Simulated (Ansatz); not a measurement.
**SiO2: density, localisation and related maps**

Input

```
crystal:
  lattice:
    - [5.2439324747, 0.0, 0.0]
    - [-2.6219662373, 4.5413787388, 0.0]
    - [0.0, 0.0, 8.6894894019]
  atoms:
    - { symbol: Si, position: [0.6666666667, 0.3333333333, 0.9373979125] }
    - { symbol: Si, position: [0.6666666667, 0.3333333333, 0.5626020875] }
    - { symbol: Si, position: [0.3333333333, 0.6666666667, 0.0626020875] }
    - { symbol: Si, position: [0.3333333333, 0.6666666667, 0.4373979125] }
    - { symbol: O, position: [0.0, 0.4472477221, 0.0] }
    - { symbol: O, position: [0.4472477221, 0.4472477221, 0.5] }
    - { symbol: O, position: [0.5527522779, 0.0, 0.5] }
    - { symbol: O, position: [0.5527522779, 0.5527522779, 0.0] }
    - { symbol: O, position: [0.0, 0.5527522779, 0.5] }
    - { symbol: O, position: [0.6666666667, 0.3333333333, 0.75] }
    - { symbol: O, position: [0.3333333333, 0.6666666667, 0.25] }
    - { symbol: O, position: [0.4472477221, 0.0, 0.0] }
basis:
  ecutwfc: 500
kpoints:
  mp_grid: { grid: [6, 6, 4] }
hamiltonian:
  xc: r2scan
scf:
  occupations: { method: gaussian, width: 0.02 }
output:
  forces: true
  stress: true
  eigenvalues: true
  write_density: true
  write_potential: true
  elf: true
  volumetric_format: npy
relax:
  adjacent_minimum: "off"
  f_tol: 0.01
  max_steps: 30
  cell: { stress_tol: 0.1, fix: [volume] }
```

Command:

```sh
ansatz run input.yaml --threads 2 --pin off --max-ram 5120MiB --backend cpu --events-out ev --progress --plain --runs-dir out
```

Below, planes, directions and counts refer to the conventional cell (a = 5.27 Å, b = 5.27 Å, c = 8.60 Å, α = 90.00°, β = 90.00°, γ = 120.00°).

The fields are those of the run's last geometry, not of the input's.

Space group P6₃/mmc; a structure from a database of computed crystals, not necessarily the ambient phase; changed on purpose from its base cell (volume × 1.10, shape and atoms relaxed); computed pressure about −3 GPa in this cell.

Computed with DFT r2SCAN, scalar-relativistic, plane waves, PAW in Ansatz.

In a PAW calculation such maps are meaningful between the atoms, not at the nuclei.

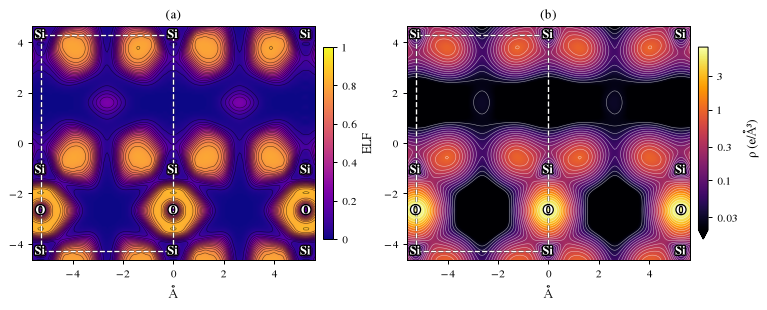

Figure 1. (a) electron localisation function; (b) valence charge density (pseudo) on the (010) plane of the conventional cell.

### What do the fields say about this system?

The section cuts through Si and O sites.
Atoms just off the plane (O, 0.8 Å away) can leave unmarked features too.
Si–O (1.61 Å): the density is about 1.2 e/Å³ at the midpoint; the ELF peaks at about 0.85 between the atoms; a polar covalent bond.
The density dies away to nearly zero in the voids.
The ELF also peaks beside O, away from the bonds: lone-pair regions.

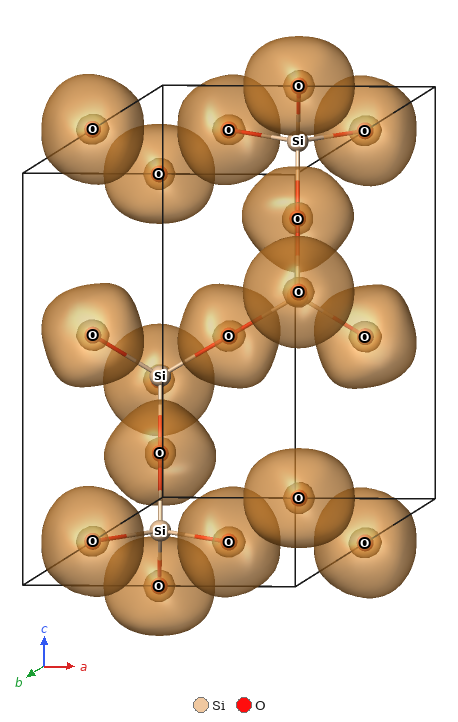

Figure 2. Isosurface of the electron localisation function at 0.6 (orange), seen at an oblique angle. Only the valence region is drawn (cores and ρ < 0.01 e/Å³ removed). Sticks mark near contacts.

### What do the ELF domains correspond to?

The ELF exceeds this value in eight regions on O in which the atom's valence shell and bonds are merged, counted in one cell of 12 atoms. Any copies at cell faces, edges or corners count once.

### Metal or insulator at this level of theory?

It is gapped, with a Kohn–Sham gap of 6.0 eV on the k-point mesh, an upper bound to the gap of this method.
